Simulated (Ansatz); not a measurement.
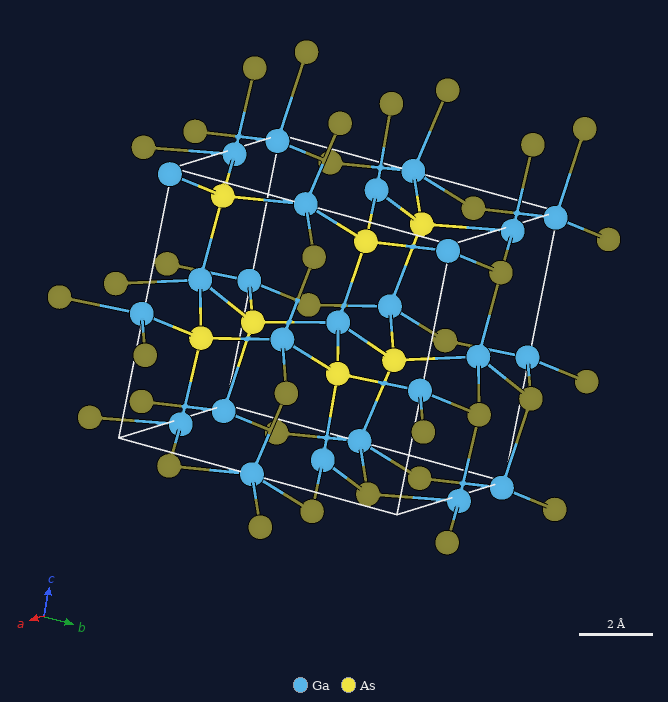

**Figure 1.** The input geometry (ball-and-stick view of the reduced cell, seen slightly off an axis; neighbours outside the cell are drawn fainter). Near neighbours in the crystal (not all of them lie inside the picture): Ga has 4 As at 2.45 to 2.51 Å; Ga has 3 As at 2.43 to 2.62 Å; As has 4 Ga at 2.43 to 2.62 Å.

## Ga$_{8}$As$_{7}$: density-of-states calculation (part 1 of 2)

Ga$_{8}$As$_{7}$ (15 atoms in the cell), computed with DFT PBE, scalar-relativistic, plane waves, PAW, no spin polarisation (Ansatz 0.2.0).

The structure was built on a prototype by a generator; it need not be a known phase. It belongs to a series of runs on one base structure; here: 1 of 8 As atoms taken out at random, relaxed.

## The input
```yaml
crystal:
  lattice:
    - [-5.770216, -5.769815, 0.000595]
    - [-0.057632, -5.711991, 5.715461]
    - [-5.712452, -0.05763, 5.715424]
  atoms:
    - { symbol: Ga, position: [0.0030766645, 0.0120180798, 0.5113418491] }
    - { symbol: Ga, position: [0.473534214, 0.0128286133, 0.5123866288] }
    - { symbol: Ga, position: [0.0123168914, 0.5378151977, 0.4363535143] }
    - { symbol: Ga, position: [0.4937429947, 0.4972466729, 0.5149354389] }
    - { symbol: Ga, position: [0.012318086, 0.9369385554, 0.0373070383] }
    - { symbol: Ga, position: [0.4940454268, 0.0152965327, 0.9962464278] }
    - { symbol: Ga, position: [0.982632466, 0.4841422419, 0.9837376753] }
    - { symbol: Ga, position: [0.5498697359, 0.4833848008, 0.9833356794] }
    - { symbol: As, position: [0.1222788542, 0.1159931561, 0.134187978] }
    - { symbol: As, position: [0.6261771626, 0.1158019411, 0.1348509372] }
    - { symbol: As, position: [0.6160674189, 0.6332403212, 0.1328260239] }
    - { symbol: As, position: [0.1038865541, 0.1459309617, 0.6454875843] }
    - { symbol: As, position: [0.626828701, 0.1239715868, 0.6230350793] }
    - { symbol: As, position: [0.1220272523, 0.6348038846, 0.6155921039] }
    - { symbol: As, position: [0.6261263452, 0.6352628821, 0.6157504076] }
basis:
  ecutwfc: 420
kpoints:
  mp_grid: { grid: [5, 5, 5] }
hamiltonian:
  xc: pbe
scf:
  occupations: { method: gaussian, width: 0.1 }
  n_extra_bands: 8
output:
  forces: true
  stress: true
  eigenvalues: true
  populations: true
  dos:
    method: { smearing: { sigma: 0.1, scheme: gaussian } }
    projected: true
    de: 0.02
  write_density: true
  write_potential: true
  elf: true
  volumetric_format: npy
```

Command:
```bash
ansatz run input.yaml --threads 4 --pin off --max-ram 9216MiB --backend cpu --events-out ev --progress --plain --runs-dir out
```

## Output
```
scf.n_extra_bands = 8 over 105 filled bands (N_el = 209.0): the run solves 113 bands
Engine: ansatz 0.2.0, x86_64-unknown-linux-gnu
Pseudopotentials: kind: paw
Pseudopotential: Ga, paw, valence charge 13, recommended cutoff 420 eV (normal), Ga.paw.azcp
Pseudopotential: As, paw, valence charge 15, recommended cutoff 420 eV (normal), As.paw.azcp
Functional definition: PBE
  parameter kappa = 0.804
  parameter beta = 0.06672455060314922
  exchange = pbe_x(kappa = kappa, mu = beta*pi^2/3)
  correlation = pbe_c(beta = beta)
Crystal: 15 atoms, lattice volume = 372.937 Å³
Basis set: ecut = 420 eV, 7325 PW (Γ), exchange–correlation on 120×120×120 points (8 copies of the dense FFT grid, shifted against one another)
Bands: 113, of which v1, the nominal top of the filled ones, is band 105 counted from 1 (104 counted from 0)
Symmetry: 1 space group operations
Space group: P1 (ITA 1), of the structure as read, at distance tolerance 7.2e-5 Å
k-points: 63 of 125 (time reversal used)
Non-local potential: Ga, projectors of the file, l = 0: 2, l = 1: 2, l = 2: 3, l = 3: 1
Non-local potential: As, projectors of the file, l = 0: 2, l = 1: 2, l = 2: 3, l = 3: 1
PAW form: soft (Blöchl's): semilocal exchange-correlation on the pseudo side does not see the compensation charge
PAW one-centre angular grid: Ga, 590 points (default); XC on 64 Gauss nodes
PAW one-centre angular grid: As, 590 points (default); XC on 64 Gauss nodes
Initial density: superposition of atomic densities (neutral atoms: chi_scale 0, normalization atom), corrected by the library's trained network
Initial wavefunctions: pseudopotential atomic-orbital guess
Functional: x = pbe(κ = 0.804, μ = 0.2195149727645171), c = pbe(β = 0.06672455060314922)
SCF iter   1: F=—  HF=-64260.195386 eV  |F-HF|=—  |Δ(HF+E_count)|=         —  Δρ=2.24e-3  dr2=3.41e-2  ethr=1.77e-3  ⟨swp⟩=5.7  Hψ=26237  notcnv=0
preconditioner: auto → Kerker (q_TF=auto, 2.477 Å⁻¹)  [metal: Δε(μ)=0.102 eV  Ē_g=12.760 eV  σ=0.100 eV  W_gap=0.49  n_scr=108 (ndim 8)  ℏωp=22.7 eV  f_vac=0.088  D(μ)=1.39/eV (n_scr^D=0)]
SCF iter   2: F=—  HF=-64260.184344 eV  |F-HF|=—  |Δ(HF+E_count)|=   1.10e-2  Δρ=1.47e-3  dr2=1.39e-2  ethr=1.63e-5  ⟨swp⟩=2.0  Hψ=10790  notcnv=0
SCF iter   3: F=—  HF=-64260.184507 eV  |F-HF|=—  |Δ(HF+E_count)|=   1.63e-4  Δρ=8.92e-4  dr2=4.07e-3  ethr=6.63e-6  ⟨swp⟩=2.0  Hψ=11336  notcnv=0
SCF iter   4: F=—  HF=-64260.182768 eV  |F-HF|=—  |Δ(HF+E_count)|=   1.74e-3  Δρ=3.72e-4  dr2=1.23e-3  ethr=1.95e-6  ⟨swp⟩=2.0  Hψ=11336  notcnv=0
SCF iter   5: F=—  HF=-64260.182916 eV  |F-HF|=—  |Δ(HF+E_count)|=   1.48e-4  Δρ=2.32e-4  dr2=3.56e-4  ethr=5.86e-7  ⟨swp⟩=2.0  Hψ=11966  notcnv=0
SCF iter   6: F=—  HF=-64260.182822 eV  |F-HF|=—  |Δ(HF+E_count)|=   9.32e-5  Δρ=7.76e-5  dr2=7.78e-5  ethr=1.70e-7  ⟨swp⟩=2.0  Hψ=13225  notcnv=0
SCF iter   7: F=—  HF=-64260.182775 eV  |F-HF|=—  |Δ(HF+E_count)|=   4.77e-5  Δρ=5.66e-5  dr2=2.19e-5  ethr=3.72e-8  ⟨swp⟩=2.0  Hψ=13552  notcnv=0
SCF iter   8: F=—  HF=-64260.182768 eV  |F-HF|=—  |Δ(HF+E_count)|=   6.90e-6  Δρ=1.78e-5  dr2=3.17e-6  ethr=1.05e-8  ⟨swp⟩=2.0  Hψ=13235  notcnv=0
SCF iter   9: F=—  HF=-64260.182769 eV  |F-HF|=—  |Δ(HF+E_count)|=   8.84e-7  Δρ=1.78e-5  dr2=1.29e-6  ethr=1.52e-9  ⟨swp⟩=2.0  Hψ=13231  notcnv=0
SCF iter  10: F=—  HF=-64260.182768 eV  |F-HF|=—  |Δ(HF+E_count)|=   7.18e-7  Δρ=4.82e-6  dr2=2.01e-7  ethr=6.15e-10  ⟨swp⟩=2.0  Hψ=13441  notcnv=0
SCF iter  11: F=-64260.182768 eV  HF=-64260.182768 eV  |F-HF|=1.94e-8  |Δ(HF+E_count)|=   8.68e-8  Δρ=2.79e-6  dr2=7.04e-8  ethr=4.78e-11  ⟨swp⟩=12.1  Hψ=52693  notcnv=0
SCF 1 converged in 11 iterations: F = -64260.182768 eV  dr2 = 7.04e-8
  greatest PAW one-centre occupation: 0.999 electrons in one spin orbital (limit 2), on the As atom at site 11 (counted from 0), in its partial waves of l = 2
```

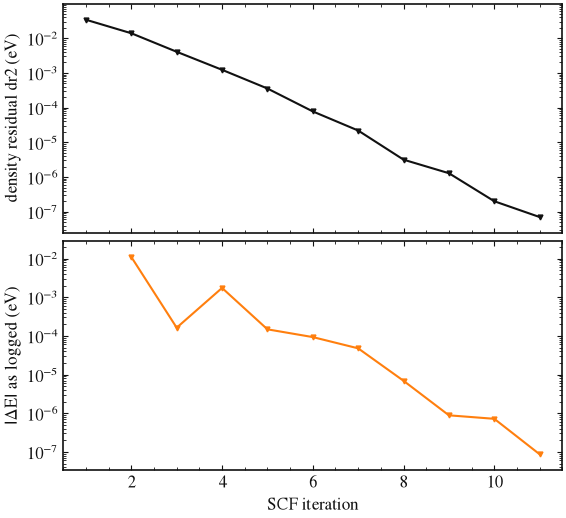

**Figure 2.** Convergence of the self-consistent field: density residual dr2 and size of the energy change against the SCF iteration. The residual falls at every step.

```
SCF converged after 11 iterations
Free energy (F): -64260.182768 eV
Harris-Foulkes:  -64260.182768 eV  (|F-HF|=1.94e-8)
Internal energy: -64260.175586 eV  (E = F + TS)
E sigma→0 (E₀):  -64260.179177 eV
Entropy (-TS):   -0.007182 eV (-0.479 meV/atom)
Fermi energy:    7.392337 eV
--- Per-component energies (eV) ---
  E_band       = -2475.534284
  E_kinetic    = 1637.666062
  E_local      = -31082.962580  (includes V_loc(G=0)·N_el)
  E_nonlocal   = -1302.029214
  E_hartree    = 15469.270401
  E_xc         = -1102.627215
  E_vxc        = -1011.792198  (∫ρ·V_xc dr)
  E_paw        = -28750.661576  (= ΣΔE_a)
  E_vpaw       = -1654.945111  (= ΣTr[D̂ρ^β])
  E_aug_tail   = -0.000894  (compensation charges beyond the density's cutoff)
  E_ewald      = -19128.830570
  E_smearing   = -0.007182  (= −TS)
  E_closure    = -0.000000  (closes the sum)
  Σ components = -64260.182768   (vs F -64260.182768, Δ=0.00e0)
--- Forces (eV/Å), atoms counted from 1 ---
  atom   1  Ga     0.04425238     0.04801622    -0.04082091
  atom   2  Ga    -0.00931949    -0.00754529    -0.05132125
  atom   3  Ga     0.03647210    -0.03026010     0.01836433
  atom   4  Ga     0.04245898    -0.01032636    -0.02209292
  atom   5  Ga    -0.03122467     0.03768550     0.01708194
  atom   6  Ga    -0.01294460     0.04481879    -0.01712846
  atom   7  Ga    -0.02269201    -0.02263820     0.04635358
  atom   8  Ga     0.03177356     0.03034479     0.03762586
  atom   9  As     0.02620675     0.02444497    -0.01138691
  atom  10  As    -0.05256779    -0.03765897    -0.00519485
  atom  11  As    -0.01707660    -0.01661548     0.01312537
  atom  12  As    -0.01421558    -0.01665616     0.02739278
  atom  13  As    -0.01218072    -0.01221900     0.00758937
  atom  14  As     0.02572124     0.02354180    -0.01184183
  atom  15  As    -0.03466341    -0.05493237    -0.00776831
  max |Σ_I F_I| component: 2.22e-5 eV/Å
--- Stress (GPa, compression-positive) ---
       -0.197732       0.113371      -0.021707
        0.113371      -0.195689      -0.020797
       -0.021707      -0.020797       0.084254
  P = ⅓ Tr σ = -0.1031 GPa (-1.031 kbar)
--- Band table (eV; the first three rows and the last of 63) ---
  k-point 0: bands = ["-28.3780", "-28.3711", "-28.3459", "-28.3371", "-28.3310", "-28.2097", "-28.2086", "-28.2058", "-28.2046", "-28.1967", "-28.1958", "-28.1927", "-28.1917", "-28.1902", "-28.1889", "-28.1868", "-28.1853", "-28.1667", "-28.1659", "-28.1631", "-28.1621", "-28.1616", "-28.1608", "-28.1578", "-28.1569", "-28.1263", "-28.1225", "-28.1175", "-28.1139", "-28.1136", "-28.0813", "-28.0734", "-28.0573", "-28.0535", "-28.0403", "-8.0220", "-8.0073", "-7.9932", "-7.9714", "-7.9629", "-7.9359", "-7.9172", "-7.9152", "-7.9037", "-7.8961", "-7.8487", "-7.8187", "-7.7939", "-7.7938", "-7.7883", "-7.7627", "-7.7366", "-7.7299", "-7.7279", "-7.7243", "-7.7200", "-7.7035", "-7.7012", "-7.6928", "-7.6824", "-7.6554", "-7.6364", "-7.6333", "-7.6277", "-7.6243", "-7.5173", "-7.5077", "-7.4986", "-7.4642", "-7.4624", "-7.4590", "-7.4512", "-7.4509", "-7.4261", "-7.4231", "-5.3327", "-3.9055", "-3.8411", "-3.7658", "-3.4684", "-3.1536", "-3.1262", "0.1502", "0.3850", "0.4252", "0.5119", "0.9498", "1.0114", "1.2536", "3.9830", "4.4003", "4.4908", "4.6223", "4.8345", "4.8753", "4.8858", "5.8824", "5.9111", "5.9347", "6.0172", "6.0834", "6.5944", "6.6540", "6.6738", "7.3530", "7.8204", "7.9093", "7.9346", "8.3214", "8.5052", "8.5195", "8.6264", "8.7133"]
```
